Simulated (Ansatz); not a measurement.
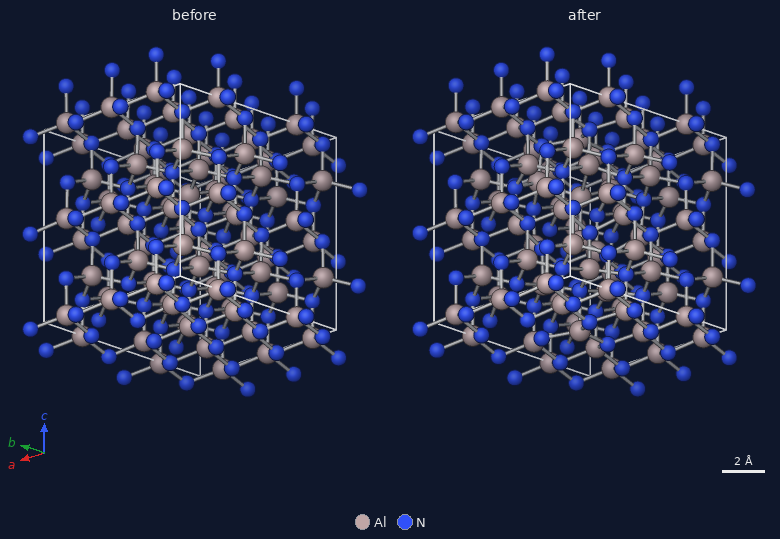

The structure of a defect cell of composition Al$_{49}$N$_{47}$ (cell charge −1) before (left) and after (right) a relaxation, at one scale.

A ball-and-stick model of the cell of the calculation (origin shifted), seen from a free direction.

Method: DFT, PBEsol, PAW, plane waves in Ansatz 0.2.0. (plane-wave cutoff 420 eV; k-point mesh 1 × 1 × 1; mesh shifted by (0.25, 0.25, 0.25); collinear spin; atoms relaxed in a fixed cell; force threshold 0.03 eV/Å; at most 80 steps)

> Describe what moved and what it gained.

The energy falls by 9.438 eV per cell of the calculation in 6 geometry steps. Largest force component: 12 eV/Å at the start, 0.017 eV/Å at the end. An Al atom moves most: 0.57 Å along −c. By element the largest moves are Al 0.57 Å, N 0.25 Å. The lattice vectors keep their values. Some distances before and after: Al–Al 1.846 → 2.296 Å, Al–Al 1.914 → 2.284 Å, Al–Al 1.922 → 2.257 Å, Al–N 1.884 → 2.083 Å. Among the angles between lasting bonds that change: Al–Al–N 110.7° → 96.3°, N–Al–N 110.1° → 96.0°, Al–Al–N 110.0° → 96.1°.

Limits of the set-up: the cell is charged, on a uniform background, and energies carry no finite-size correction.
